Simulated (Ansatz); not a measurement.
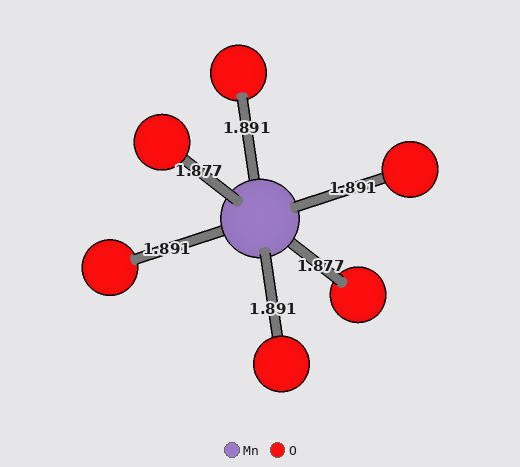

The surroundings of site Mn1 (at 0.000, 0.000, 0.000) in MnO$_{2}$ (P4_2/mnm), with bond lengths in Å.

Source of the atomic positions: a calculation's input that goes back to an entry of the Crystallography Open Database (an earlier step may have relaxed or displaced it).

```
CELL_PARAMETERS angstrom
4.39600 0.00000 0.00000
0.00000 4.39600 0.00000
0.00000 0.00000 2.87100
ATOMIC_POSITIONS crystal
Mn 0.00000 0.00000 0.00000
Mn 0.50000 0.50000 0.50000
O 0.30200 0.30200 0.00000
O 0.19800 0.80200 0.50000
O 0.69800 0.69800 0.00000
O 0.80200 0.19800 0.50000
```

Bond valence s = exp((R0 − d)/b), R0 fitted to published crystal structures with b = 0.37 Å; R0 in Å: Mn4+–O 1.757.

Q: Calculate the bond-valence sum of Mn1 from the bonds drawn.

A: 2 × 0.723 + 4 × 0.696 = 4.23 v.u., against a formal valence of 4: overbonded (bonds short for this ion) by 0.23.

Q: And over the whole structure?

A:
```json
{"site": "Mn1", "x, y, z": "0.000, 0.000, 0.000", "formal valence": "+4", "bond-valence sum": "4.36", "difference": "0.36"}
{"site": "O1", "x, y, z": "0.302, 0.302, 0.000", "formal valence": "−2", "bond-valence sum": "2.18", "difference": "0.18"}
```

These sums include all anions within 5 Å. The global instability index (root mean square of the differences over all atoms) is 0.26 v.u.: above 0.2, which by the usual rule of thumb marks a strained structure. The cell was not relaxed for this table, and a volume that is off by a few per cent shifts all sums together.
